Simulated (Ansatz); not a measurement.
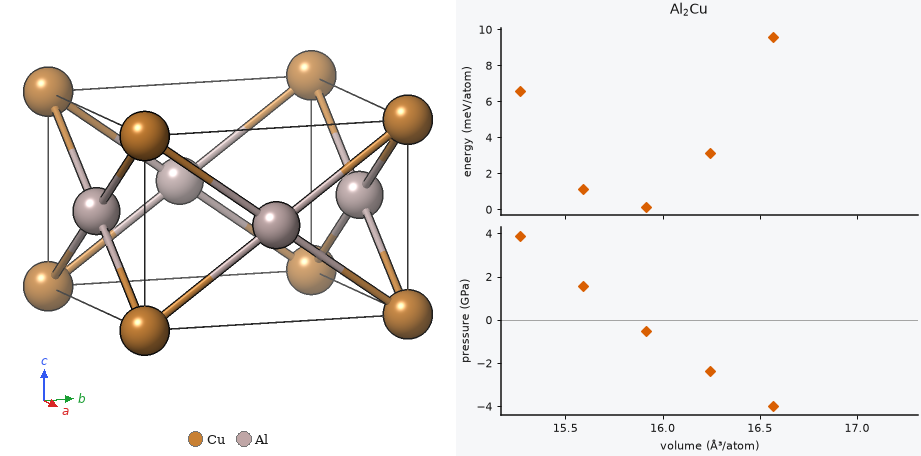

The figure shows the energy and pressure against volume for Al₂Cu, space group P4/mmm (No. 123). The conventional cell is drawn beside the plot.

Starting cell:
```xyz
3
Lattice="4.1052 0.0000 0.0000 0.0000 4.1052 0.0000 0.0000 0.0000 2.8913" Properties=species:S:1:pos:R:3 pbc="T T T"
Cu    0.0000    0.0000    0.0000
Al    0.0000    2.0526    1.4457
Al    2.0526    0.0000    1.4457
```

Computed with Ansatz 0.2.0: all-electron LAPW DFT, no spin polarisation; energies at scaled volumes of the given cell, shape and fractions fixed, counted from the fit's minimum, third-order Birch-Murnaghan fit. Level: PBEsol.

- k mesh: 7×7×9
- occupations: Fermi–Dirac
- smearing width: 0.05 eV
- potentials: all electron LAPW, scalar relativistic
- program settings: basis error eV/atom 0.001

The points at volume 16.89 Å³/atom and 17.22 Å³/atom are left out of the plot. What values does the calculation give there?

```json
{"volume (Å³/atom)": "16.89", "energy (meV/atom)": "19.20", "pressure (GPa)": "-5.44"}
{"volume (Å³/atom)": "17.22", "energy (meV/atom)": "31.59", "pressure (GPa)": "-6.74"}
```

Caveats: shape and atomic fractions are frozen while scaling, which makes layered, chain and framework solids too stiff.
